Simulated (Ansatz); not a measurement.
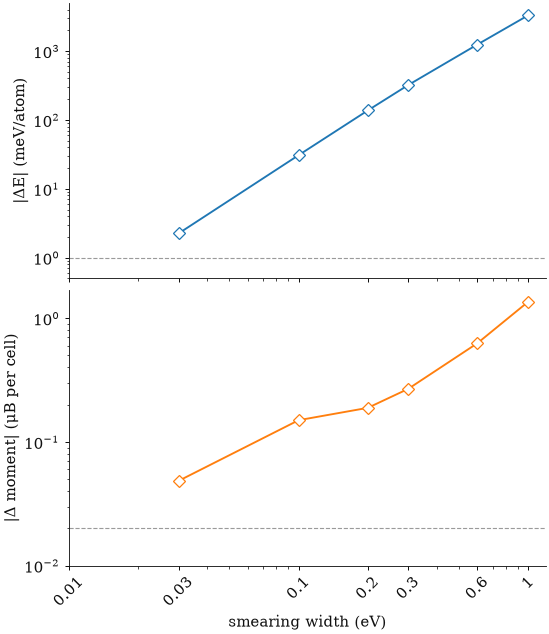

Scan of the smearing width.
Eu (Im-3m, 1 atom in the cell); DFT, r2SCAN, plane waves (500 eV) with PAW, scalar-relativistic (Ansatz); 10×10×10 k-mesh, collinear spins, Fermi–Dirac smearing.
ΔE is the free energy less its value at the smallest setting, 0.01 eV.
Dashed lines or grey bands mark the tolerance: 1 meV/atom and 0.02 μB per cell.
On logarithmic panels, open markers lie below the reference value and filled ones above.

Q: What is enough for the free energy to 1 meV/atom?

A: The free energy at the last setting but one, 0.03 eV, is still more than 1 meV/atom from the smallest setting's value, so the scan doesn't show it converged. It is off by 3300 meV/atom at 1 eV, 140 meV/atom at 0.2 eV and 2.2 meV/atom at 0.03 eV (always below it). The free energy falls with the width because it holds the −TS term of the fractional occupations.

Q: And the absolute moment ∫|m|, to 0.02 μB per cell?

A: The absolute moment ∫|m| at the last setting but one, 0.03 eV, is still more than 0.02 μB per cell from the smallest setting's value, so the scan doesn't show it converged. It is off by 1.4 μB per cell at 1 eV, 0.19 μB per cell at 0.2 eV and 0.048 μB per cell at 0.03 eV (always below it).
